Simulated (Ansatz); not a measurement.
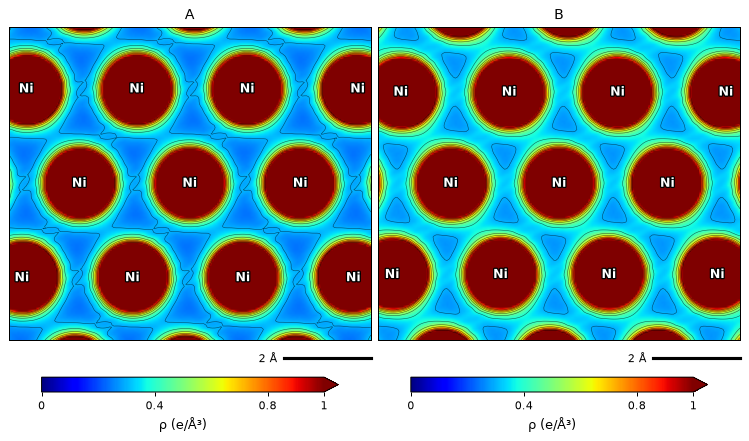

Ni. The valence electron density of two cells that differ in size and shape, on the (001) plane of each (indices in the axes of the calculation cell), at one length scale and on one colour scale: A has 11.5 Å³ an atom and B 10.6.

Space group I4/mmm; spin-polarised.

Theory: DFT PBEsol, scalar-relativistic, plane waves, PAW in Ansatz 0.2.0.

The density is the valence pseudo-density of a PAW calculation; it isn't the true density close to the nuclei.

The larger cell:

```
Ni
1.0
     0.00000    1.76795    1.83867
     1.76795    0.00000    1.83867
     1.76795    1.76795    0.00000
Ni
1
Cartesian
  0.0000 0.0000 0.0000
```

The smaller cell: a = 2.502 Å, b = 2.502 Å, c = 2.400 Å, α = 61.34°, β = 61.34°, γ = 57.32°.

### What does the compression do to the bonding and the properties?

From the larger cell to the smaller, Ni–Ni goes from 2.50 to 2.40 Å, and the density at its midpoint from 0.31 to 0.37 e/Å³; the pressure goes from −18 to −3.7 GPa.
